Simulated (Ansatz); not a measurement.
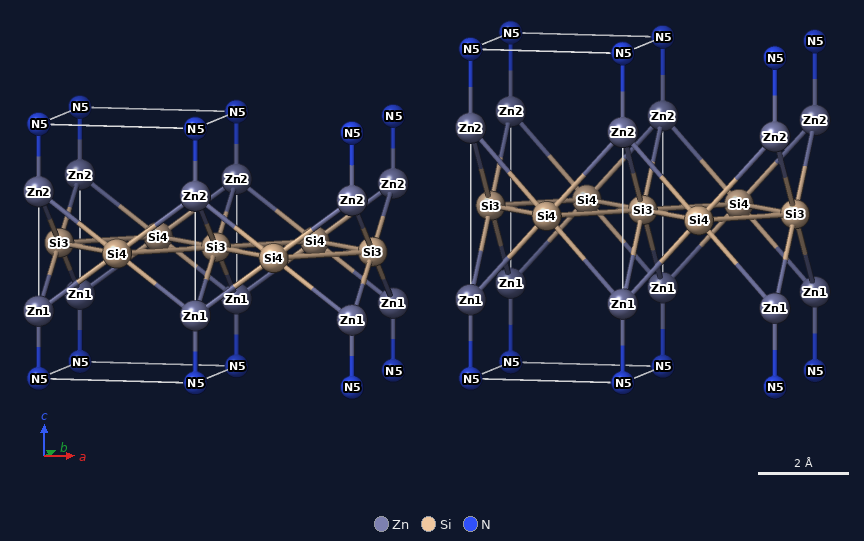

Two geometries of a crystal of Zn$_{2}$Si$_{2}$N (a generated structure, set up in P4/mmm) (coarse preliminary run), drawn at one scale. One is the start of a relaxation, the other its converged end. Style: ball-and-stick. Shown: the cell of the calculation, repeated 2 × 1 × 1 with one cell outlined, slightly off an axis.

Computed with DFT PBE, scalar-relativistic, plane waves, PAW in Ansatz. (plane-wave cutoff 420 eV; k-point mesh 6 × 6 × 4; occupations gaussian; smearing width 0.1 eV; no spin polarisation; cell and atoms relaxed; force threshold 0.04 eV/Å; at most 70 steps)

**Which of the two is the end point?**

The right one is the relaxed one. The energy falls by 5.279 eV per cell of the calculation in 10 accepted moves (12 points after the start). The largest force component goes from 6 to 0.0059 eV/Å. The pressure goes from 50.41 to −0.04 GPa. At 2 points the geometry stayed and the basis and grid were re-selected for the new cell (energy shift of 0.188 eV per cell of the calculation at most each time). The largest moves relative to the cell, 0.19 Å, are those of Zn1 and Zn2. Zn2 goes along +c. Si and N stay in place. Cell: a = b 3.637 → 3.532 Å (−2.9 %), c 5.746 → 7.439 Å (+29.5 %). Volume +22.1 %. Near-neighbour distances that change, for instance: Zn1–Si3 2.265 → 2.623 Å, Zn1–N5 1.523 → 1.781 Å, Si3–Si4 2.572 → 2.497 Å. Among the angles between lasting bonds that change: Si3–Zn1–Si3 106.8° → 84.7°, Si3–Zn1–Si4 69.2° → 56.9°, Si3–Zn1–N5 126.6° → 137.7°. The space group stays P4/mmm (No. 123). Cost: 39 s on 1 thread of Intel(R) Xeon(R) 6975P-C (Granite Rapids), with other jobs on the host, peak memory 0.43 GiB.
